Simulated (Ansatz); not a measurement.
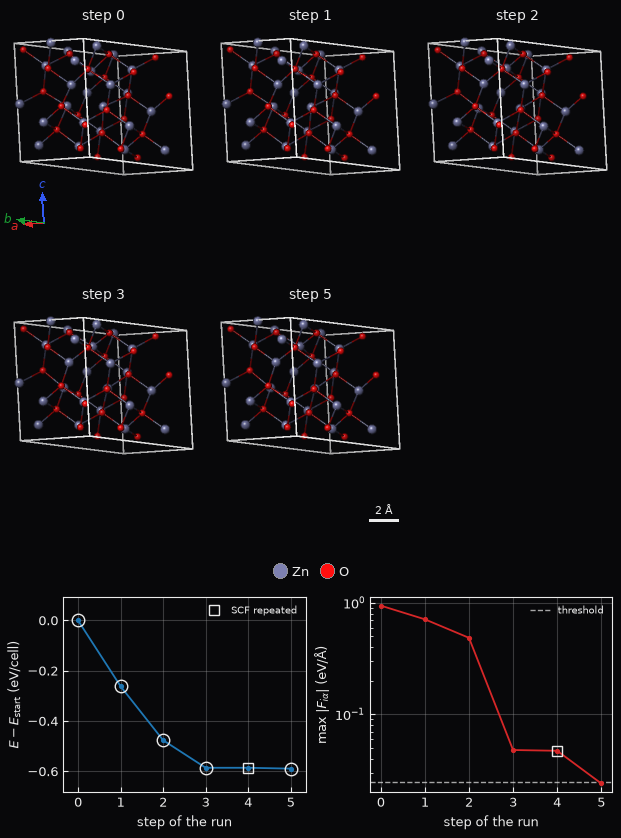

Frames of a relaxation of a defect cell of composition Zn$_{24}$O$_{23}$ (cell charge +1), marked on the history of the run. A ball-and-stick model of the cell of the calculation (origin shifted), seen from a free direction.

Case: O vacancy (site b), charge +1, atoms relaxed at the host's cell.

Theory: DFT PBE, scalar-relativistic, plane waves, PAW in Ansatz 0.2.0. Set-up: plane-wave cutoff 420 eV; k-point mesh 3 × 3 × 3; occupations gaussian; smearing width 0.01 eV; collinear spin; atoms relaxed in a fixed cell; force threshold 0.025 eV/Å; at most 45 steps.

### What happens along the run?

The largest move is that of a Zn atom, 0.40 Å along [−1 −1 −1]. By element the largest moves are Zn 0.40 Å, O 0.05 Å. The lattice vectors keep their values. Some distances before and after: O–Zn 2.026 → 1.942 Å, O–Zn 2.018 → 1.988 Å, O–Zn 2.000 → 1.983 Å, O–Zn 2.019 → 2.033 Å. Bond angles that change, for instance: Zn–O–Zn 114.4° → 102.5°, Zn–O–Zn 116.2° → 104.6°, O–Zn–O 104.9° → 115.6°. The energy falls by 0.589 eV per cell of the calculation in 4 accepted moves (5 points after the start). Largest force component: 0.94 eV/Å at the start, 0.024 eV/Å at the end. 1 step only repeated the SCF at the same geometry. From step 0 to 1: Zn atoms move most (0.09 Å), energy −0.262 eV per cell of the calculation. From step 1 to 2: Zn atoms move most (0.20 Å), energy −0.214 eV per cell of the calculation. From step 2 to 3: a Zn atom moves most (0.11 Å), energy −0.110 eV per cell of the calculation. From step 3 to 5: a Zn atom moves most (0.04 Å), energy −3.4 meV per cell of the calculation.

```json
{"step": "0", "E − E(0), meV/atom": "0.00", "largest force component, eV/Å": "0.9423", "note": ""}
{"step": "1", "E − E(0), meV/atom": "-5.57", "largest force component, eV/Å": "0.7106", "note": ""}
{"step": "2", "E − E(0), meV/atom": "-10.13", "largest force component, eV/Å": "0.4851", "note": ""}
{"step": "3", "E − E(0), meV/atom": "-12.46", "largest force component, eV/Å": "0.0479", "note": ""}
{"step": "4", "E − E(0), meV/atom": "-12.46", "largest force component, eV/Å": "0.0472", "note": "same geometry, SCF repeated"}
{"step": "5", "E − E(0), meV/atom": "-12.53", "largest force component, eV/Å": "0.0241", "note": ""}
```

Limits of the set-up: the periodic images lie only 8.4 Å apart, so the values are limited by the cell's size; the cell is charged, on a uniform background, and energies carry no finite-size correction.
